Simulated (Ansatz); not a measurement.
System: a slab cut from CdTe (slab content Cd₈Te₈), space group F-43m (No. 216).

Structure:
```xyz
2
Lattice="0.0000 3.2447 3.2447 3.2447 0.0000 3.2447 3.2447 3.2447 0.0000" Properties=species:S:1:pos:R:3 pbc="T T T"
Cd    0.0000    0.0000    0.0000
Te    4.8670    4.8670    4.8670
```

One of the inputs:
```
crystal:
  lattice:
    - [6.4893430549, 0.0, 0.0]
    - [-3.2446715275, 7.2553061001, 0.0]
    - [0.0, 0.0, 25.8829591501]
  atoms:
    - { symbol: Te, position: [0.1, 0.7, 0.2897659405] }
    - { symbol: Cd, position: [0.7, 0.4, 0.3177971484] }
    - { symbol: Te, position: [0.8, 0.1, 0.3458283563] }
    - { symbol: Cd, position: [0.4, 0.8, 0.3738595643] }
    - { symbol: Te, position: [0.5, 0.5, 0.4018907722] }
    - { symbol: Cd, position: [0.1, 0.2, 0.4299219802] }
    - { symbol: Te, position: [0.2, 0.9, 0.4579531881] }
    - { symbol: Cd, position: [0.8, 0.6, 0.485984396] }
    - { symbol: Te, position: [0.9, 0.3, 0.514015604] }
    - { symbol: Cd, position: [0.5, 0.0, 0.5420468119] }
    - { symbol: Te, position: [0.6, 0.7, 0.5700780198] }
    - { symbol: Cd, position: [0.2, 0.4, 0.5981092278] }
    - { symbol: Te, position: [0.3, 0.1, 0.6261404357] }
    - { symbol: Cd, position: [0.9, 0.8, 0.6541716437] }
    - { symbol: Te, position: [0.0, 0.5, 0.6822028516] }
    - { symbol: Cd, position: [0.6, 0.2, 0.7102340595] }
basis:
  ecutwfc: 420
kpoints:
  mp_grid: { grid: [5, 4, 1] }
hamiltonian:
  xc: pbesol
scf:
  occupations: { method: gaussian, width: 0.05 }
output:
  forces: true
  eigenvalues: true
  write_density: true
  write_potential: true
  elf: true
  volumetric_format: npy
relax:
  adjacent_minimum: "off"
  f_tol: 0.02
  max_steps: 60
efield:
  axis: 3
  dipole_correction: true
  ramp_width: 0.04
```

Run as:
```bash
ansatz run input.yaml --threads 4 --pin off --max-ram 10240MiB --backend cpu --events-out ev --progress --plain --runs-dir out
```

Calculation (Ansatz 0.2.0): spacing and rumpling of the atomic planes of a slab cut from the relaxed bulk cell along the Miller plane (conventional indices), bottom to top, after all atoms relax, plane waves with PAW datasets, Γ-centred k mesh. Level: PBEsol, no spin polarisation.

space group in which the indices count 216; Miller index h 2; Miller index k 1; Miller index l 0; top plane Cd; bottom plane Te; planes 16; surface cell (1, 1); slab thickness as cut 10.88 Å; vacuum 15 Å; surface area 47.08 Å²; surface a 6.489 Å; surface b 7.948 Å; surface angle 114.1 °; slab atoms 16; wave cutoff 420 eV; k mesh 5×4×1; occupations Gaussian; smearing width 0.05 eV; boundary dipole corrected.

Describe the result: the spacing change of each pair of planes. The cases: 1–2; 2–3; 3–4; 4–5; 5–6; 6–7; 7–8; 8–9; 9–10; 10–11; 11–12; 12–13; 13–14; 14–15; 15–16.

The least value, −2.062 Å, is that of 15–16, and the largest, 0.710 Å, that of 14–15.

| pair of planes | spacing change (Å) | spacing to next (Å) | content of the two planes |
| --- | --- | --- | --- |
| 1–2 | 0.372 | 1.098 | Te and Cd |
| 2–3 | −0.791 | −0.066 | Cd and Te |
| 3–4 | −0.055 | 0.671 | Te and Cd |
| 4–5 | 0.263 | 0.989 | Cd and Te |
| 5–6 | −0.076 | 0.649 | Te and Cd |
| 6–7 | 0.041 | 0.766 | Cd and Te |
| 7–8 | −0.133 | 0.592 | Te and Cd |
| 8–9 | 0.220 | 0.945 | Cd and Te |
| 9–10 | −0.049 | 0.677 | Te and Cd |
| 10–11 | −0.100 | 0.626 | Cd and Te |
| 11–12 | 0.031 | 0.756 | Te and Cd |
| 12–13 | 0.274 | 1.000 | Cd and Te |
| 13–14 | −0.712 | 0.014 | Te and Cd |
| 14–15 | 0.710 | 1.436 | Cd and Te |
| 15–16 | −2.062 | −1.336 | Te and Cd |

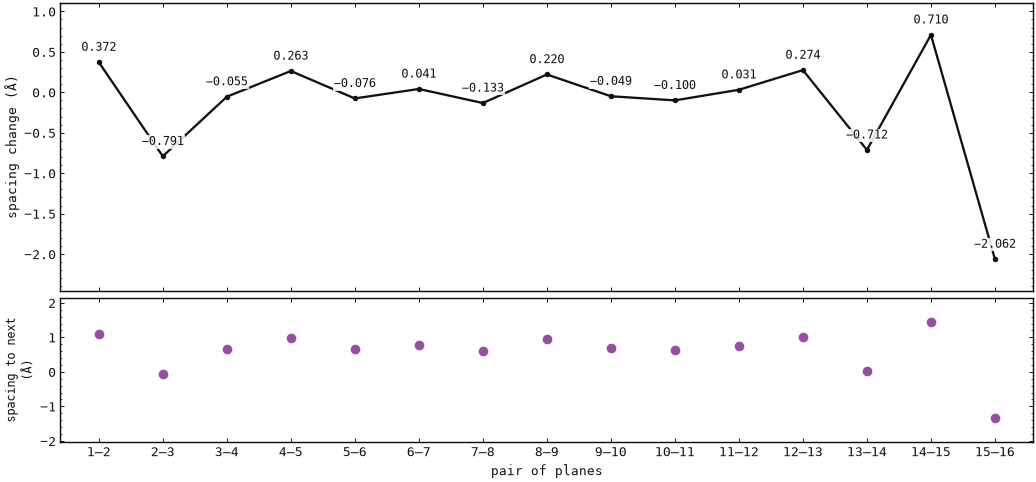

Limits of the calculation: a crossing between the sampled k points may be missed; polar or open-shell cut of an insulator, not reconstructed; the slab's middle relaxes too; xc potential rough in thin density.
